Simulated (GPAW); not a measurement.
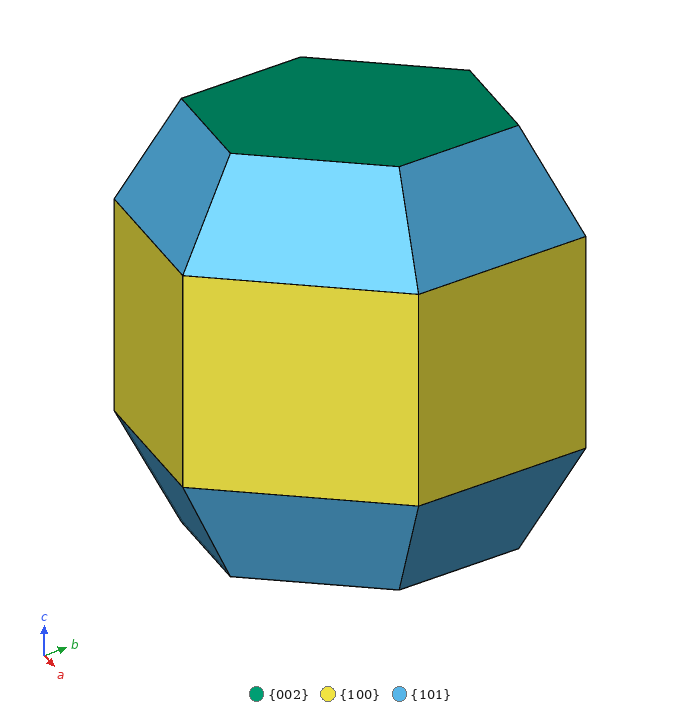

Cu, space group P6_3/mmc (No. 194), a = 2.534 Å, b = 2.534 Å, c = 4.113 Å, α = 90.00°, β = 90.00°, γ = 120.00°. The shape was computed with the Donnay–Harker form of the Bravais–Friedel law: planes with larger spacing d grow more slowly and so show as larger faces; centring, glide planes and screw axes halve or divide d. Origin: a cell listed in the Materials Project, as set up for an electronic-structure calculation. Forms under 0.4 % of the area are left out.

Q: How many faces does the whole crystal have, by form?

A: 20 faces: 6 of {100}, 12 of {101} and 2 of {002}.

Q: Describe the habit.

A: It is roughly equant (blocky). Widths along a, b and c stand as 1.00 : 1.00 : 0.92.
